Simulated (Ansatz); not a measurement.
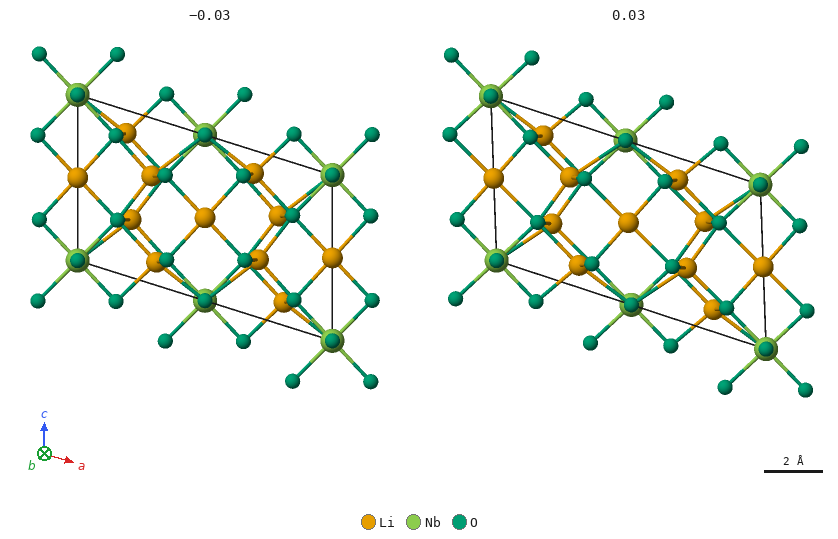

Solid Li5NbO5 (set up in C2/m), under biaxial strain in the a–b plane (c and atoms relaxed), with energies (extrapolated to zero smearing) counted from the relaxed crystal, which is the row at zero. The picture shows the first and the last member. A ball-and-stick model of the conventional cell (2 times the calculation's cell), seen along the b axis. Lengths and directions refer to the drawn axes.

Computed with Ansatz 0.2.0: DFT PBEsol, scalar-relativistic, plane waves, PAW. (plane-wave cutoff 420 eV; k-point mesh 6 × 6 × 4; occupations gaussian; smearing width 0.02 eV; no spin polarisation; force threshold 0.008 eV/Å)

| strain | energy (meV/atom) | a (Å) | b (Å) | c (Å) | band gap (eV) |
| --- | --- | --- | --- | --- | --- |
| −0.03 | 15.96 | 9.359 | 3.888 | 5.808 | 3.11 |
| −0.015 | ? | ? | ? | ? | ? |
| 0.0 | 0.00 | 9.649 | 4.008 | 5.777 | 3.15 |
| 0.015 | 3.51 | 9.793 | 4.068 | 5.767 | 3.14 |
| 0.03 | 13.41 | 9.938 | 4.128 | 5.762 | 3.10 |

Estimate the missing row from the others, and compare with the calculation.

Answer. A parabola through three neighbouring rows (−0.03, 0.0, 0.015) gives, with Lagrange weights, (0.3333)(15.96) + (1.0000)(0.00) + (−0.3333)(3.51) = 4.15 meV/atom. The calculation gives 3.79 meV/atom (a = 9.504 Å, b = 3.948 Å, c = 5.789 Å). The estimate is 0.36 meV/atom too high. For the gap a parabola through the rows −0.03, 0.0, 0.015 gives 3.14 eV, and the calculation 3.14 eV (semilocal gaps, lower than measured ones as a rule). From the first member to the last: Li–Nb 2.913 → 3.087 Å, Li–O 2.038 → 2.177 Å, Li–O 1.978 → 2.113 Å.

The whole series:

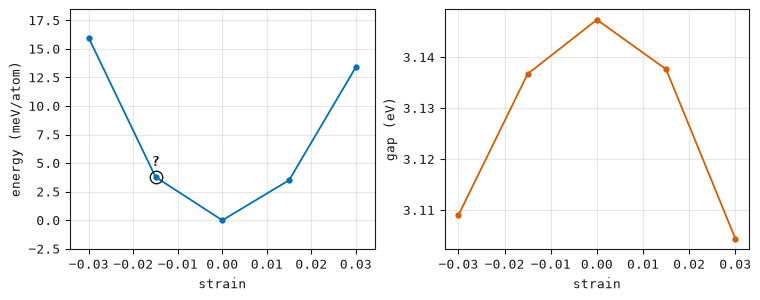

Each member starts from this one structure; whether another phase lies lower wasn't checked.
